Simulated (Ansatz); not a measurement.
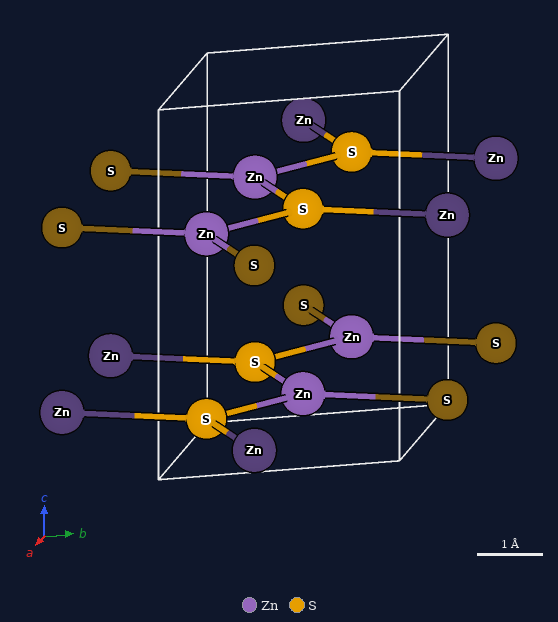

The structure (ball-and-stick view of the cell of the calculation, repeated 2 × 1 × 1, seen slightly off an axis; neighbours outside the cell are drawn fainter). Near neighbours in the crystal (not all of them lie inside the picture): Zn has 3 S at 2.28 Å; S has 3 Zn at 2.28 Å.

Wannier-function calculation of ZnS

ZnS (P6₃/mmc, 4 atoms in the cell), computed with maximally localised Wannier functions of PBE bands, plane waves, PAW, no spin polarisation (Ansatz 0.2.0).

The structure was built on a prototype by a generator. The geometry comes from this level: r2SCAN. It belongs to a series of runs on one base structure; here: anion s p.

Input file
```yaml
crystal:
  lattice:
    - [3.946372722, 0.0, 0.0]
    - [-1.973186361, 3.41765903, 0.0]
    - [0.0, 0.0, 5.8800538635]
  atoms:
    - { symbol: Zn, position: [0.3333333333, 0.6666666667, 0.25] }
    - { symbol: Zn, position: [0.6666666667, 0.3333333333, 0.75] }
    - { symbol: S, position: [0.6666666667, 0.3333333333, 0.25] }
    - { symbol: S, position: [0.3333333333, 0.6666666667, 0.75] }
kpoints:
  mp_grid: { grid: [6, 6, 4] }
  band_path:
    path:
      - [[0.0, 0.0, 0.0], [0.5, 2.572674873458e-17, -3.147622694732e-34], [0.3333333333333, 0.3333333333333, 3.228029273025e-34], [0.0, 0.0, 0.0], [-1.502016329878e-50, 1.854633201302e-50, 0.5], [0.5, 2.572674873458e-17, 0.5], [0.3333333333333, 0.3333333333333, 0.5], [-1.502016329878e-50, 1.854633201302e-50, 0.5]]
      - [[0.5, 2.572674873458e-17, 0.5], [0.5, 2.572674873458e-17, -3.147622694732e-34]]
      - [[0.3333333333333, 0.3333333333333, 0.5], [0.3333333333333, 0.3333333333333, 3.228029273025e-34]]
    npoints: 10
hamiltonian:
  xc: pbe
scf:
  occupations: { method: fixed }
  n_extra_bands: 6
output:
  forces: false
  stress: false
  eigenvalues: true
  wannier:
    kmesh: [6, 6, 4]
    projections: [{ species: S, l: s, shell: 3 }, { species: S, l: p, shell: 3 }]
    minimise: true
    write_hr: true
    conv_tol: 1.0e-08
    max_iter: 3000
  write_density: true
  write_potential: true
  elf: true
  volumetric_format: npy
```

File wannier.win
```
! ansatz wannier90 interface
! projections by site (counted from 0) and shell: 2 3S, 3 3S, 2 3P, 3 3P
! states of the run's bands (counted from 1): 1-2, 13-18
! their least projectability: 0.5893
num_bands = 8
num_wann  = 8
num_iter  = 2000
conv_tol = 1e-8
conv_window = 5
guiding_centres = true
write_hr = true

begin unit_cell_cart
Ang
        3.946372721968855                      0.0                      0.0
      -1.9731863609844276        3.417659030026972                      0.0
                      0.0                      0.0             5.8800538635
end unit_cell_cart

begin atoms_frac
Zn        0.3333333333333333       0.6666666666666666                     0.25
Zn        0.6666666666666666       0.3333333333333333                     0.75
S         0.6666666666666666       0.3333333333333333                     0.25
S         0.3333333333333333       0.6666666666666666                     0.75
end atoms_frac

mp_grid = 6 6 4
```

Command:
```bash
ansatz run input.yaml --threads 4 --pin off --max-ram 3686MiB --backend cpu --events-out ev --progress --plain --runs-dir out
```

What the program printed
```
scf.n_extra_bands = 6 over 18 filled bands (N_el = 36.0): the run solves 24 bands
Engine: ansatz 0.2.0, x86_64-unknown-linux-gnu
Pseudopotentials: kind: paw
Pseudopotential: Zn, paw, valence charge 12, recommended cutoff 420 eV (normal), Zn.paw.azcp
Pseudopotential: S, paw, valence charge 6, recommended cutoff 420 eV (normal), S.paw.azcp
Functional definition: PBE
  parameter kappa = 0.804
  parameter beta = 0.06672455060314922
  exchange = pbe_x(kappa = kappa, mu = beta*pi^2/3)
  correlation = pbe_c(beta = beta)
Crystal: 4 atoms, lattice volume = 79.306 Å³
Basis set: ecut = 420 eV, 1567 PW (Γ)
Bands: 24, of which v1, the nominal top of the filled ones, is band 18 counted from 1 (17 counted from 0)
Symmetry: 24 space group operations
Space group: P63/mmc (ITA 194), of the structure as read, at distance tolerance 4.3e-5 Å
k-points: 21 of 144
Non-local potential: Zn, projectors of the file, l = 0: 2, l = 1: 2, l = 2: 3, l = 3: 1
Non-local potential: S, projectors of the file, l = 0: 2, l = 1: 2, l = 2: 2
PAW form: soft (Blöchl's): semilocal exchange-correlation on the pseudo side does not see the compensation charge
PAW one-centre angular grid: Zn, 590 points (default); XC on 64 Gauss nodes
PAW one-centre angular grid: S, 110 points (default); XC on 64 Gauss nodes
Initial density: superposition of atomic densities (neutral atoms: chi_scale 0, normalization atom), corrected by the library's trained network
Initial wavefunctions: pseudopotential atomic-orbital guess
Functional: x = pbe(κ = 0.804, μ = 0.2195149727645171), c = pbe(β = 0.06672455060314922)
SCF iter   1: F=—  HF=-8444.777733 eV  |F-HF|=—  |Δ(HF+E_count)|=         —  Δρ=1.25e-3  dr2=7.39e-4  ethr=1.77e-3  ⟨swp⟩=5.0  Hψ=2099  notcnv=0  defer=82
preconditioner: auto → Resta (q_TF=auto, 2.392 Å⁻¹)  ε∞=5.9  [insulator: Δε(μ)=1.447 eV  Ē_g=11.337 eV  n_scr=22 (ndim 8)  ℏωp=25.0 eV  f_vac=0.057  ε∞_Penn≈5.9]
SCF iter   2: F=—  HF=-8444.778179 eV  |F-HF|=—  |Δ(HF+E_count)|=   4.46e-4  Δρ=5.08e-4  dr2=1.08e-4  ethr=2.05e-6  ⟨swp⟩=2.0  Hψ=1079  notcnv=0  defer=84
SCF iter   3: F=—  HF=-8444.778365 eV  |F-HF|=—  |Δ(HF+E_count)|=   1.86e-4  Δρ=3.42e-4  dr2=5.83e-5  ethr=3.01e-7  ⟨swp⟩=2.0  Hψ=817  notcnv=0  defer=84
SCF iter   4: F=—  HF=-8444.778432 eV  |F-HF|=—  |Δ(HF+E_count)|=   6.74e-5  Δρ=9.76e-5  dr2=4.07e-6  ethr=1.62e-7  ⟨swp⟩=2.0  Hψ=827  notcnv=0  defer=59
SCF iter   5: F=—  HF=-8444.778436 eV  |F-HF|=—  |Δ(HF+E_count)|=   3.58e-6  Δρ=3.65e-5  dr2=9.51e-7  ethr=1.13e-8  ⟨swp⟩=2.0  Hψ=758  notcnv=0  defer=64
SCF iter   6: F=-8444.778438 eV  HF=-8444.778438 eV  |F-HF|=7.87e-8  |Δ(HF+E_count)|=   2.18e-6  Δρ=7.30e-6  dr2=4.24e-8  ethr=2.78e-10  ⟨swp⟩=5.8  Hψ=2310  notcnv=0
SCF 1 converged in 6 iterations: F = -8444.778438 eV  dr2 = 4.24e-8
  greatest PAW one-centre occupation: 0.985 electrons in one spin orbital (limit 2), on the Zn atom at site 1 (counted from 0), in its partial waves of l = 2
```

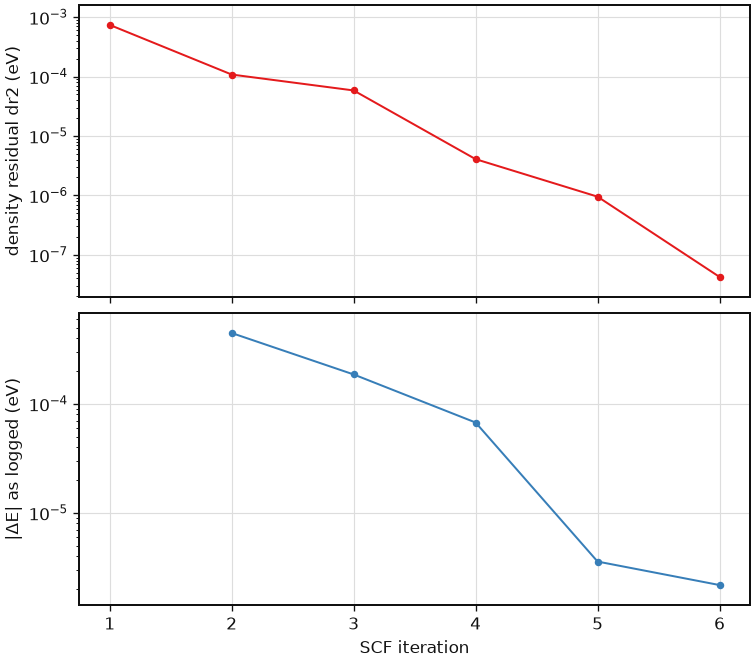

Convergence of the self-consistent field: density residual dr2 and size of the energy change against the SCF iteration. The residual falls at every step.

```
NSCF: frozen V_eff on 93 k-points
NSCF: frozen V_eff on 25 k-points
the Wannier pass solved 25 of the 144 points of its mesh, and has the states at the others by symmetry: states obtained by the crystal's operations at points that were solved too leave a residual of 1.58e-13 eV (read by the count's bands and the next), within 5.56e-6 eV
SCF converged after 6 iterations
Free energy (F): -8444.778438 eV
Harris-Foulkes:  -8444.778438 eV  (|F-HF|=7.87e-8)
Internal energy: -8444.778438 eV  (E = F + TS)
E sigma→0 (E₀):  -8444.778438 eV
Fermi energy:    5.892426 eV
--- Per-component energies (eV) ---
  E_band       = 6.931676
  E_kinetic    = 476.722180
  E_local      = -4089.319491  (includes V_loc(G=0)·N_el)
  E_nonlocal   = 1286.482221
  E_hartree    = 1708.986410
  E_xc         = -468.407921
  E_vxc        = -278.568329  (∫ρ·V_xc dr)
  E_paw        = -4858.029202  (= ΣΔE_a)
  E_vpaw       = -806.358360  (= ΣTr[D̂ρ^β])
  E_aug_tail   = -0.000752  (compensation charges beyond the density's cutoff)
  E_ewald      = -2501.211884
  E_smearing   = -0.000000  (= −TS)
  E_closure    = -0.000000  (closes the sum)
  Σ components = -8444.778438   (vs F -8444.778438, Δ=0.00e0)
--- Band table (eV; the first three rows and the last of 21) ---
  k-point 0: bands = ["-7.3669", "-6.3468", "-0.8440", "-0.8440", "-0.8133", "-0.8133", "-0.2916", "-0.2708", "-0.2708", "-0.1685", "-0.1685", "0.1547", "1.5226", "4.6927", "4.6927", "5.4593", "5.4593", "5.8924", "7.3336", "7.8674", "11.5707", "11.5707", "12.8045", "12.8045"]
  k-point 1: bands = ["-7.2347", "-6.5160", "-0.8438", "-0.8438", "-0.8226", "-0.8226", "-0.3094", "-0.2515", "-0.2515", "-0.1797", "-0.1797", "-0.1090", "2.2476", "4.8021", "4.8021", "4.9724", "5.3454", "5.3454", "7.6713", "8.6652", "11.6022", "11.6022", "12.4464", "12.4464"]
  k-point 2: bands = ["-6.8938", "-6.8938", "-0.8376", "-0.8376", "-0.8376", "-0.8376", "-0.2987", "-0.2987", "-0.2117", "-0.2117", "-0.2117", "-0.2117", "3.5776", "3.5776", "5.0713", "5.0713", "5.0713", "5.0713", "8.5619", "8.5619", "11.8816", "11.8816", "11.8816", "11.8816"]
  k-point 20: bands = ["-6.1597", "-6.1597", "-0.5894", "-0.5894", "-0.4935", "-0.4935", "-0.4423", "-0.4423", "-0.2809", "-0.2809", "0.0638", "0.0638", "0.9880", "0.9880", "2.2743", "2.2743", "5.4916", "5.4916", "10.2514", "10.2514", "12.2124", "12.2124", "12.9830", "12.9830"]
Wannier search: line search 1 of at most 3000: gauge-dependent spread (as the search counts it) 3.0319423 Å², largest recent change 6.1e-1 Å² and fall left 6.2e-3 Å² against conv_tol 1.0e-8 Å², 0 stops escaped
```

File v_z.tsv
```
# z_ang	v_es[eV]	v_tot[eV]
# format = ansatz-planar-average/11
# xc	pbe
# density_cutoff_ev	1680
# datasets	Zn=:simpson_from_first_knot:soft	S=:simpson_from_first_knot:soft
# lattice	3.946372722	0.000000000	0.000000000
# lattice	-1.973186361	3.417659030	0.000000000
# lattice	0.000000000	0.000000000	5.880053863
# sites	4
# site	30	0.000000000	2.278439353	1.470013466
# site	30	1.973186361	1.139219677	4.410040398
# site	16	1.973186361	1.139219677	1.470013466
# site	16	0.000000000	2.278439353	4.410040398
0.000000	9.940250e0	3.694490e0
0.147001	9.802312e0	3.403729e0
0.294003	9.360280e0	2.628230e0
0.441004	8.575476e0	1.168177e0
0.588005	7.098505e0	-1.251163e0
0.735007	4.617924e0	-4.733220e0
0.882008	1.542104e0	-8.901239e0
1.029009	-1.361037e0	-1.289114e1
1.176011	-3.524516e0	-1.603457e1
1.323012	-4.790378e0	-1.797445e1
1.470013	-5.201674e0	-1.862808e1
1.617015	-4.790378e0	-1.797445e1
1.764016	-3.524516e0	-1.603457e1
1.911018	-1.361037e0	-1.289114e1
2.058019	1.542104e0	-8.901239e0
2.205020	4.617924e0	-4.733220e0
2.352022	7.098505e0	-1.251163e0
2.499023	8.575476e0	1.168177e0
2.646024	9.360280e0	2.628230e0
2.793026	9.802312e0	3.403729e0
2.940027	9.940250e0	3.694490e0
3.087028	9.802312e0	3.403729e0
3.234030	9.360280e0	2.628230e0
3.381031	8.575476e0	1.168177e0
3.528032	7.098505e0	-1.251163e0
3.675034	4.617924e0	-4.733220e0
3.822035	1.542104e0	-8.901239e0
3.969036	-1.361037e0	-1.289114e1
4.116038	-3.524516e0	-1.603457e1
4.263039	-4.790378e0	-1.797445e1
4.410040	-5.201674e0	-1.862808e1
4.557042	-4.790378e0	-1.797445e1
4.704043	-3.524516e0	-1.603457e1
4.851044	-1.361037e0	-1.289114e1
4.998046	1.542104e0	-8.901239e0
5.145047	4.617924e0	-4.733220e0
5.292048	7.098505e0	-1.251163e0
5.439050	8.575476e0	1.168177e0
5.586051	9.360280e0	2.628230e0
5.733053	9.802312e0	3.403729e0
```

File wannier.spreads.toml
```
omega_i_ang2 = 17.185912297588004
omega_d_ang2 = 0.029773475644135263
omega_od_ang2 = 1.237740940660875
omega_total_ang2 = 18.453426713893016
least_projectability = 0.589313991548348
b_vectors_match_mmn = true
n_iter = 31
converged = true
rejected_fitted_steps = 1

[[wannier]]
r = [-0.00000024450826517875144, 2.2784393613112153, 3.993022309582296]
spread = 2.188601923721933

[[wannier]]
r = [1.9731865187949873, 1.1392195955464477, 1.05299543992604]
spread = 2.188602098898471

[[wannier]]
r = [-0.5080262341551852, 1.9851302560856803, 4.5458818495619004]
spread = 2.3460369214603425

[[wannier]]
r = [1.9731863615695648, 0.5526013964441483, 1.605854722498179]
spread = 2.3460370277929457

[[wannier]]
r = [2.4812126767935205, 1.4325288270005272, 1.6058547344700616]
spread = 2.3460370487305813

[[wannier]]
r = [1.4651598733765052, 1.432528895583447, 1.6058544021129972]
spread = 2.3460371862119827

[[wannier]]
r = [0.000000007895210907040898, 2.8650576634186384, 4.545881560185729]
spread = 2.3460372398336276

[[wannier]]
r = [0.5080264966345276, 1.9851301374620614, 4.545881307328187]
spread = 2.3460372672428775

[[curvature_check]]
after_line_search = 11
omega_tilde_before_ang2 = 2.417867647146919
krylov_steps = 37
lowest_ritz_value_ang2 = -2.086016189270978
residual_ang2 = 6.630893819810376e-18
settled = true
first_negative_step = 3
curvature_along_ang2 = -1.3338283423647626
angle_rad = 0.8876690809182326
omega_tilde_after_ang2 = 2.0065610781015906
outcome = "escaped"

[[curvature_check]]
after_line_search = 31
omega_tilde_before_ang2 = 1.2675144163050103
krylov_steps = 35
lowest_ritz_value_ang2 = 0.3958760351097806
residual_ang2 = 4.733999193101508e-9
settled = true
outcome = "no-negative-curvature"
```

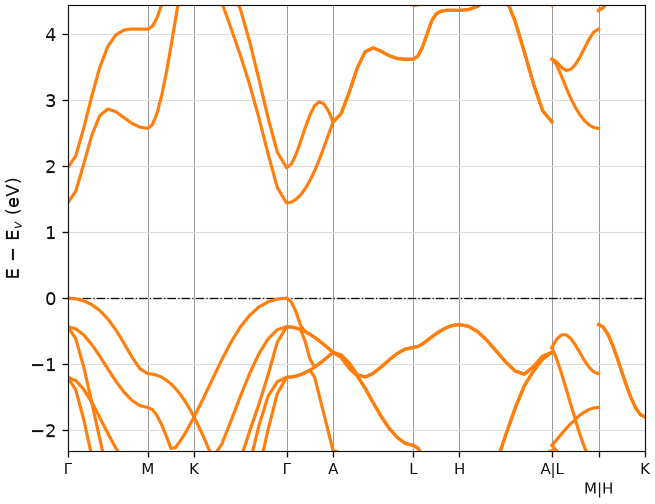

Band structure along Γ–M–K–Γ–A–L–H–A|L–M|H–K, with energies from the valence-band top. There is a gap of 1.44 eV on this path, direct, at Γ.

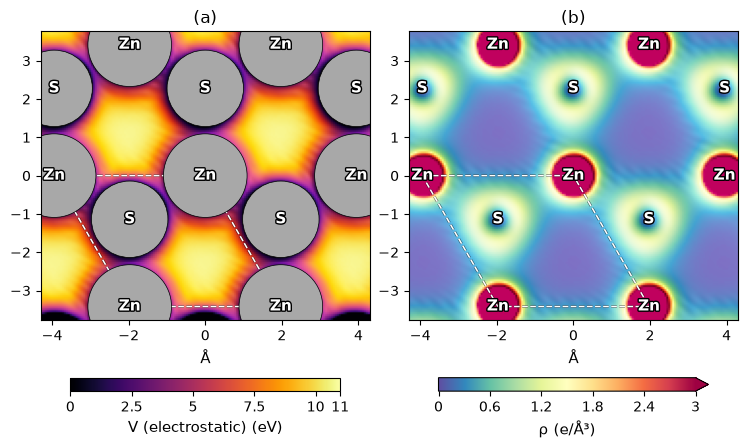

(a) electrostatic potential (local pseudopotential plus Hartree) felt by an electron; (b) valence charge density (pseudo) on the (001) plane of the conventional cell. Grey discs, where drawn, cover atomic cores. The plane passes through Zn and S nuclei. Zn–S (2.28 Å): ρ is about 0.56 e/Å³ halfway. Away from the nuclei the density in this plane falls to 0.02 e/Å³ at its lowest. Outside the cores the potential energy rises away from the atoms and is highest about 2.3 Å from the nearest atoms; outside the discs it spans about 10 eV, and its zero is arbitrary. The fields are those of the smooth PAW valence density.

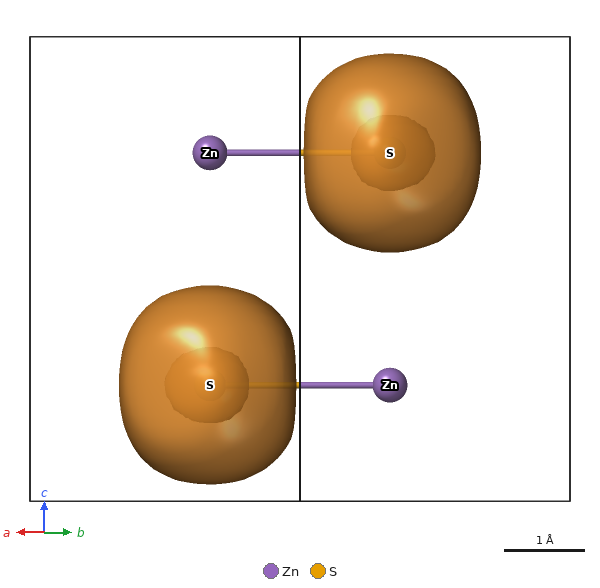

Isosurface of the ELF at 0.65 (orange), seen along [110]. Core shells and regions of very low density are left out. Sticks mark near contacts. The outline is the cell set on symmetry axes. Values along the shortest contacts: Zn–S (2.28 Å): the ELF is about 0.55 at the midpoint.

Results in brief

| quantity | value |
| --- | --- |
| outcome | converged |
| space group (tolerance 0.01 Å) | P6₃/mmc (194) |
| electrons treated | 36 |
| free energy | −8444.7784 eV |
| total spread of the Wannier functions | 18.453 Å² |
| Fermi energy | 5.892 eV |
| gap on the k-point mesh | 1.44 eV |
| hardware | 4 threads of AMD EPYC (Zen 3), 189 GiB of memory available, shared host |
| wall time | 7.8 s (CPU time 21 s) |
| peak memory | 0.39 GiB |
